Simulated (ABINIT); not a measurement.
# Run report: GaN, elastic calculation (part 2 of 4)

Continued. System: GaN (F-43m, 2 atoms in the cell). Method: Kohn-Sham DFT of a periodic cell, PBEsol, PseudoDojo NC SR PBEsol v0.4.1 standard, no spin polarisation (ABINIT 10.8.3); cutoff 1142.88 eV, 6×6×6 k-mesh, fixed occupations. The structure derives from a Materials Project entry.

Geometry of the input (Å; fractional positions):
```
0.0000  2.2498  2.2498
2.2498  0.0000  2.2498
2.2498  2.2498  0.0000
Ga 0.0000  0.0000  0.0000
N  0.2500  0.2500  0.2500
```

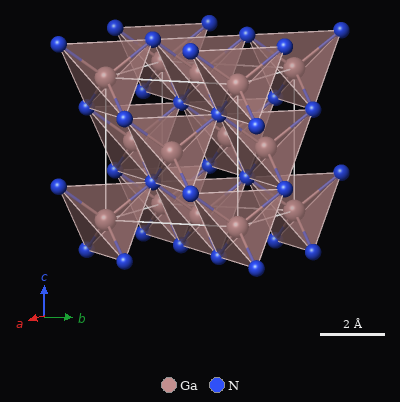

Figure 1. The input geometry (polyhedral view of the cell 4 times as large as that of the calculation, set on its symmetry axes, seen slightly off an axis; polyhedra are completed across the faces of the cell).

Output, continued
```
--------------------------------------------------------------------------------

 ==>  initialize data related to q vector <==

 The list of irreducible perturbations for this q vector is:
    1)    idir= 1    ipert=   3
    2)    idir= 2    ipert=   3
    3)    idir= 3    ipert=   3

================================================================================

--------------------------------------------------------------------------------
 Perturbation wavevector (in red.coord.)   0.000000  0.000000  0.000000
 Perturbation : derivative vs k along direction   1
 The set of symmetries contains only one element for this perturbation.
 symkpt : not enough symmetry to change the number of k points.

--------------------------------------------------------------------------------

--------------------------------------------------------------------------------

 Initialisation of the first-order wave-functions :
  ireadwf=   0

--- !BeginCycle
iteration_state: {dtset: 2, }
solver: {iscf: -3, nstep: 80, nline: 4, wfoptalg: 0, }
tolerances: {tolwfr: 1.00E-18, }
...

     iter   2DEtotal(Ha)        deltaE(Ha) residm    vres2
-ETOT  1  -61.907059819344     -6.191E+01 9.484E-01 0.000E+00
 ETOT  2  -62.167781723870     -2.607E-01 3.750E-01 0.000E+00
 ETOT  3  -62.179871221912     -1.209E-02 2.526E-02 0.000E+00
 ETOT  4  -62.181099172103     -1.228E-03 1.204E-02 0.000E+00
 ETOT  5  -62.181276785491     -1.776E-04 9.361E-04 0.000E+00
 ETOT  6  -62.181306691057     -2.991E-05 4.877E-04 0.000E+00
 ETOT  7  -62.181312188140     -5.497E-06 4.010E-05 0.000E+00
 ETOT  8  -62.181313236471     -1.048E-06 2.125E-05 0.000E+00
 ETOT  9  -62.181313442979     -2.065E-07 1.813E-06 0.000E+00
 ETOT 10  -62.181313484145     -4.117E-08 9.638E-07 0.000E+00
 ETOT 11  -62.181313492510     -8.364E-09 8.351E-08 0.000E+00
 ETOT 12  -62.181313494219     -1.709E-09 4.437E-08 0.000E+00
 ETOT 13  -62.181313494573     -3.541E-10 3.847E-09 0.000E+00
 ETOT 14  -62.181313494647     -7.365E-11 2.053E-09 0.000E+00
 ETOT 15  -62.181313494662     -1.548E-11 1.772E-10 0.000E+00
 ETOT 16  -62.181313494665     -3.254E-12 9.559E-11 0.000E+00
 ETOT 17  -62.181313494666     -6.821E-13 8.215E-12 0.000E+00
 ETOT 18  -62.181313494666     -1.350E-13 4.483E-12 0.000E+00
 ETOT 19  -62.181313494666     -3.553E-14 3.841E-13 0.000E+00
 ETOT 20  -62.181313494666     -7.105E-15 2.114E-13 0.000E+00
 ETOT 21  -62.181313494666     -1.421E-14 1.809E-14 0.000E+00
 ETOT 22  -62.181313494666      2.842E-14 1.001E-14 0.000E+00
 ETOT 23  -62.181313494666     -2.132E-14 8.554E-16 0.000E+00
 ETOT 24  -62.181313494666      1.421E-14 4.751E-16 0.000E+00
 ETOT 25  -62.181313494666     -7.105E-15 4.056E-17 0.000E+00
 ETOT 26  -62.181313494666      1.421E-14 2.257E-17 0.000E+00
 ETOT 27  -62.181313494666      0.000E+00 1.926E-18 0.000E+00
 ETOT 28  -62.181313494666     -2.132E-14 1.073E-18 0.000E+00
 ETOT 29  -62.181313494666      0.000E+00 9.978E-19 0.000E+00

 At SCF step   29   max residual=  9.98E-19 < tolwfr=  1.00E-18 =>converged.
================================================================================

 ----iterations are completed or convergence reached----

 Mean square residual over all n,k,spin=   58.051E-20; max=  99.779E-20
 dfpt_looppert : ek2=    5.8968653740E+01
          f-sum rule ratio=    1.0001069952E+00 (note : ecutsm/=0)
 Expectation of eigenvalue derivatives (hartree) for nkpt= 432  k points:
  (in case of degenerate eigenvalues, averaged derivative)
 kpt#   1, nband=  9, wtk=  0.00231, kpt= -0.0833 -0.1667  0.0000 (reduced coord)
  -0.02138   -0.00887   -0.00835    0.00548    0.00254   -0.00449   -0.07399    0.12355
   0.17955
 prteigrs : prtvol=0 or 1, do not print more k-points.

 2DEtotal=   -0.6218131349E+02 Ha. Also 2DEtotal=   -0.169203973879E+04 eV
    (  non-var. 2DEtotal :   -6.2181313492E+01 Ha)

--------------------------------------------------------------------------------
 Perturbation wavevector (in red.coord.)   0.000000  0.000000  0.000000
 Perturbation : derivative vs k along direction   2
 The set of symmetries contains only one element for this perturbation.
 symkpt : not enough symmetry to change the number of k points.

--------------------------------------------------------------------------------

--------------------------------------------------------------------------------

 Initialisation of the first-order wave-functions :
  ireadwf=   0

--- !BeginCycle
iteration_state: {dtset: 2, }
solver: {iscf: -3, nstep: 80, nline: 4, wfoptalg: 0, }
tolerances: {tolwfr: 1.00E-18, }
...

     iter   2DEtotal(Ha)        deltaE(Ha) residm    vres2
-ETOT  1  -61.907059819099     -6.191E+01 9.484E-01 0.000E+00
 ETOT  2  -62.167781723625     -2.607E-01 3.750E-01 0.000E+00
 ETOT  3  -62.179871221667     -1.209E-02 2.526E-02 0.000E+00
 ETOT  4  -62.181099171859     -1.228E-03 1.204E-02 0.000E+00
 ETOT  5  -62.181276785247     -1.776E-04 9.361E-04 0.000E+00
 ETOT  6  -62.181306690813     -2.991E-05 4.877E-04 0.000E+00
 ETOT  7  -62.181312187896     -5.497E-06 4.010E-05 0.000E+00
 ETOT  8  -62.181313236227     -1.048E-06 2.125E-05 0.000E+00
 ETOT  9  -62.181313442735     -2.065E-07 1.813E-06 0.000E+00
 ETOT 10  -62.181313483901     -4.117E-08 9.638E-07 0.000E+00
 ETOT 11  -62.181313492265     -8.364E-09 8.351E-08 0.000E+00
 ETOT 12  -62.181313493974     -1.709E-09 4.437E-08 0.000E+00
 ETOT 13  -62.181313494329     -3.542E-10 3.847E-09 0.000E+00
 ETOT 14  -62.181313494402     -7.361E-11 2.053E-09 0.000E+00
 ETOT 15  -62.181313494418     -1.545E-11 1.772E-10 0.000E+00
 ETOT 16  -62.181313494421     -3.261E-12 9.559E-11 0.000E+00
 ETOT 17  -62.181313494422     -7.176E-13 8.215E-12 0.000E+00
 ETOT 18  -62.181313494422     -1.563E-13 4.483E-12 0.000E+00
 ETOT 19  -62.181313494422     -1.421E-14 3.841E-13 0.000E+00
 ETOT 20  -62.181313494422     -7.105E-15 2.114E-13 0.000E+00
 ETOT 21  -62.181313494422      0.000E+00 1.809E-14 0.000E+00
 ETOT 22  -62.181313494422     -1.421E-14 1.001E-14 0.000E+00
 ETOT 23  -62.181313494422      7.105E-15 8.554E-16 0.000E+00
 ETOT 24  -62.181313494422     -7.105E-15 4.751E-16 0.000E+00
 ETOT 25  -62.181313494422      0.000E+00 4.056E-17 0.000E+00
 ETOT 26  -62.181313494422      7.105E-15 2.257E-17 0.000E+00
 ETOT 27  -62.181313494422      7.105E-15 1.926E-18 0.000E+00
 ETOT 28  -62.181313494422      0.000E+00 1.073E-18 0.000E+00
 ETOT 29  -62.181313494422      0.000E+00 9.978E-19 0.000E+00

 At SCF step   29   max residual=  9.98E-19 < tolwfr=  1.00E-18 =>converged.
================================================================================

 ----iterations are completed or convergence reached----

 Mean square residual over all n,k,spin=   57.993E-20; max=  99.779E-20
 dfpt_looppert : ek2=    5.8968653740E+01
          f-sum rule ratio=    1.0001069952E+00 (note : ecutsm/=0)
 Expectation of eigenvalue derivatives (hartree) for nkpt= 432  k points:
  (in case of degenerate eigenvalues, averaged derivative)
 kpt#   1, nband=  9, wtk=  0.00231, kpt= -0.0833 -0.1667  0.0000 (reduced coord)
  -0.09556   -0.00887   -0.01280   -0.05349   -0.00141   -0.00240    0.59794    0.12510
   0.07665
 prteigrs : prtvol=0 or 1, do not print more k-points.

 2DEtotal=   -0.6218131349E+02 Ha. Also 2DEtotal=   -0.169203973878E+04 eV
    (  non-var. 2DEtotal :   -6.2181313492E+01 Ha)

--------------------------------------------------------------------------------
 Perturbation wavevector (in red.coord.)   0.000000  0.000000  0.000000
 Perturbation : derivative vs k along direction   3
 The set of symmetries contains only one element for this perturbation.
 symkpt : not enough symmetry to change the number of k points.

--------------------------------------------------------------------------------

--------------------------------------------------------------------------------

 Initialisation of the first-order wave-functions :
  ireadwf=   0

--- !BeginCycle
iteration_state: {dtset: 2, }
solver: {iscf: -3, nstep: 80, nline: 4, wfoptalg: 0, }
tolerances: {tolwfr: 1.00E-18, }
...

     iter   2DEtotal(Ha)        deltaE(Ha) residm    vres2
-ETOT  1  -61.907059818854     -6.191E+01 9.484E-01 0.000E+00
 ETOT  2  -62.167781723381     -2.607E-01 3.750E-01 0.000E+00
 ETOT  3  -62.179871221423     -1.209E-02 2.526E-02 0.000E+00
 ETOT  4  -62.181099171615     -1.228E-03 1.204E-02 0.000E+00
 ETOT  5  -62.181276785002     -1.776E-04 9.361E-04 0.000E+00
 ETOT  6  -62.181306690568     -2.991E-05 4.877E-04 0.000E+00
 ETOT  7  -62.181312187651     -5.497E-06 4.010E-05 0.000E+00
 ETOT  8  -62.181313235982     -1.048E-06 2.125E-05 0.000E+00
 ETOT  9  -62.181313442491     -2.065E-07 1.813E-06 0.000E+00
 ETOT 10  -62.181313483657     -4.117E-08 9.638E-07 0.000E+00
 ETOT 11  -62.181313492021     -8.364E-09 8.351E-08 0.000E+00
 ETOT 12  -62.181313493730     -1.709E-09 4.437E-08 0.000E+00
 ETOT 13  -62.181313494084     -3.541E-10 3.847E-09 0.000E+00
 ETOT 14  -62.181313494158     -7.362E-11 2.053E-09 0.000E+00
 ETOT 15  -62.181313494173     -1.549E-11 1.772E-10 0.000E+00
 ETOT 16  -62.181313494177     -3.283E-12 9.559E-11 0.000E+00
 ETOT 17  -62.181313494177     -6.679E-13 8.215E-12 0.000E+00
 ETOT 18  -62.181313494177     -1.705E-13 4.483E-12 0.000E+00
 ETOT 19  -62.181313494177     -2.132E-14 3.841E-13 0.000E+00
 ETOT 20  -62.181313494177     -2.132E-14 2.114E-13 0.000E+00
 ETOT 21  -62.181313494177      7.105E-15 1.809E-14 0.000E+00
 ETOT 22  -62.181313494177      7.105E-15 1.001E-14 0.000E+00
 ETOT 23  -62.181313494177      1.421E-14 8.554E-16 0.000E+00
 ETOT 24  -62.181313494177      0.000E+00 4.751E-16 0.000E+00
 ETOT 25  -62.181313494177     -2.842E-14 4.056E-17 0.000E+00
 ETOT 26  -62.181313494177      1.421E-14 2.257E-17 0.000E+00
 ETOT 27  -62.181313494177      2.132E-14 1.926E-18 0.000E+00
 ETOT 28  -62.181313494177     -2.132E-14 1.073E-18 0.000E+00
 ETOT 29  -62.181313494177      1.421E-14 9.978E-19 0.000E+00

 At SCF step   29   max residual=  9.98E-19 < tolwfr=  1.00E-18 =>converged.
================================================================================

 ----iterations are completed or convergence reached----

 Mean square residual over all n,k,spin=   58.040E-20; max=  99.779E-20
 dfpt_looppert : ek2=    5.8968653740E+01
          f-sum rule ratio=    1.0001069951E+00 (note : ecutsm/=0)
 Expectation of eigenvalue derivatives (hartree) for nkpt= 432  k points:
  (in case of degenerate eigenvalues, averaged derivative)
 kpt#   1, nband=  9, wtk=  0.00231, kpt= -0.0833 -0.1667  0.0000 (reduced coord)
   0.05847    0.00887    0.01057    0.02401   -0.00056    0.00344   -0.26197   -0.12433
  -0.12810
 prteigrs : prtvol=0 or 1, do not print more k-points.

 2DEtotal=   -0.6218131349E+02 Ha. Also 2DEtotal=   -0.169203973877E+04 eV
    (  non-var. 2DEtotal :   -6.2181313492E+01 Ha)
================================================================================

 ---- first-order wavefunction calculations are completed ----

 Total localisation tensor (bohr^2) in cartesian coordinates
  WARNING : still subject to testing - especially symmetries.
      direction              matrix element
   alpha     beta       real part   imaginary part
     1        1       1.0519537687   -0.0000000000
     1        2       0.5259768844    0.0000000000
     1        3       0.5259768844   -0.0000000000
     2        1       0.5259768844    0.0000000000
     2        2       1.0519537687    0.0000000000
     2        3       0.5259768844    0.0000000000
     3        1       0.5259768844   -0.0000000000
     3        2       0.5259768844    0.0000000000
     3        3       1.0519537687    0.0000000000

 respfn : d/dk was computed, but no 2DTE, so no DDB output.

================================================================================
== DATASET  3 ==================================================================

--- !DatasetInfo
iteration_state: {dtset: 3, }
dimensions: {natom: 2, nkpt: 432, mband: 9, nsppol: 1, nspinor: 1, nspden: 1, mpw: 2008, }
cutoff_energies: {ecut:  42.0, pawecutdg:  -1.0, }
electrons: {nelect:   1.80000000E+01, charge:   0.00000000E+00, occopt:   1.00000000E+00, tsmear:   1.00000000E-02, }
meta: {optdriver: 1, rfelfd: 3, rfphon: 1, rfstrs: 3, }
...

 mkfilename : getwfk/=0, take file _WFK from output of DATASET   1.

 mkfilename : getddk/=0, take file _1WF from output of DATASET   2.

 Real(R)+Recip(G) space primitive vectors, cartesian coordinates (Bohr,Bohr^-1):
 R(1)=  0.0000000  4.2515877  4.2515877  G(1)= -0.1176031  0.1176031  0.1176031
 R(2)=  4.2515877  0.0000000  4.2515877  G(2)=  0.1176031 -0.1176031  0.1176031
 R(3)=  4.2515877  4.2515877  0.0000000  G(3)=  0.1176031  0.1176031 -0.1176031
 Unit cell volume ucvol=  1.5370338E+02 bohr^3
 Angles (23,13,12)=  6.00000000E+01  6.00000000E+01  6.00000000E+01 degrees
 setup1 : take into account q-point for computing boxcut.

 getcut: wavevector=  0.0000  0.0000  0.0000  ngfft=  36  36  36
         ecut(hartree)=     42.000   => boxcut(ratio)=   2.05233
--------------------------------------------------------------------------------

 symkchk : k-point set has full space-group symmetry.

 ==>  initialize data related to q vector <==

 The list of irreducible perturbations for this q vector is:
    1)    idir= 1    ipert=   1
    2)    idir= 1    ipert=   2
    3)    idir= 1    ipert=   4
    4)    idir= 1    ipert=   5
    5)    idir= 2    ipert=   5
    6)    idir= 3    ipert=   5
    7)    idir= 1    ipert=   6
    8)    idir= 2    ipert=   6
    9)    idir= 3    ipert=   6

================================================================================

 The perturbation idir=   2  ipert=   1 is
 symmetric of a previously calculated perturbation.
 So, its SCF calculation is not needed.

 The perturbation idir=   3  ipert=   1 is
 symmetric of a previously calculated perturbation.
 So, its SCF calculation is not needed.

 The perturbation idir=   2  ipert=   2 is
 symmetric of a previously calculated perturbation.
 So, its SCF calculation is not needed.

 The perturbation idir=   3  ipert=   2 is
 symmetric of a previously calculated perturbation.
 So, its SCF calculation is not needed.

 The perturbation idir=   2  ipert=   4 is
 symmetric of a previously calculated perturbation.
 So, its SCF calculation is not needed.

 The perturbation idir=   3  ipert=   4 is
 symmetric of a previously calculated perturbation.
 So, its SCF calculation is not needed.

--------------------------------------------------------------------------------
 Perturbation wavevector (in red.coord.)   0.000000  0.000000  0.000000
 Perturbation : displacement of atom   1   along direction   1
 Found     2 symmetries that leave the perturbation invariant.
 symkpt : the number of k-points, thanks to the symmetries,
 is reduced to   234 .

--------------------------------------------------------------------------------

--------------------------------------------------------------------------------

 Initialisation of the first-order wave-functions :
  ireadwf=   0

--- !BeginCycle
iteration_state: {dtset: 3, }
solver: {iscf: 7, nstep: 80, nline: 4, wfoptalg: 0, }
tolerances: {tolvrs: 1.00E-09, }
...

     iter   2DEtotal(Ha)        deltaE(Ha) residm    vres2
-ETOT  1   15.071044694212     -2.191E+04 1.999E+01 1.475E+02
 ETOT  2   4.6607136872644     -1.041E+01 1.167E-01 6.699E+01
 ETOT  3   4.5869156687713     -7.380E-02 3.873E-03 5.908E+00
 ETOT  4   4.5859469958141     -9.687E-04 2.565E-04 1.406E+00
 ETOT  5   4.5853968097672     -5.502E-04 3.145E-05 9.880E-03
 ETOT  6   4.5853918369266     -4.973E-06 1.620E-06 6.800E-04
 ETOT  7   4.5853916076685     -2.293E-07 3.942E-07 7.267E-06
 ETOT  8   4.5853915959178     -1.175E-08 1.951E-08 3.443E-06
 ETOT  9   4.5853915931821     -2.736E-09 9.349E-09 1.018E-07
 ETOT 10   4.5853915929492     -2.328E-10 4.706E-10 2.825E-09
 ETOT 11   4.5853915928546     -9.459E-11 2.418E-10 1.431E-10

 At SCF step   11       vres2   =  1.43E-10 < tolvrs=  1.00E-09 =>converged.
-open ddk wf file :runo_DS2_1WF7
-open ddk wf file :runo_DS2_1WF8
-open ddk wf file :runo_DS2_1WF9
================================================================================

 ----iterations are completed or convergence reached----

 Mean square residual over all n,k,spin=   37.577E-14; max=  24.179E-11

 2DEtotal=    0.4585391593E+01 Ha. Also 2DEtotal=    0.124774861722E+03 eV
    (2DErelax=   -2.1917389475E+04 Ha. 2DEnonrelax=    2.1921974866E+04 Ha)
    (  non-var. 2DEtotal :    4.5853918489E+00 Ha)

--------------------------------------------------------------------------------
 Perturbation wavevector (in red.coord.)   0.000000  0.000000  0.000000
 Perturbation : displacement of atom   2   along direction   1
 Found     2 symmetries that leave the perturbation invariant.
 symkpt : the number of k-points, thanks to the symmetries,
 is reduced to   234 .

--------------------------------------------------------------------------------
```
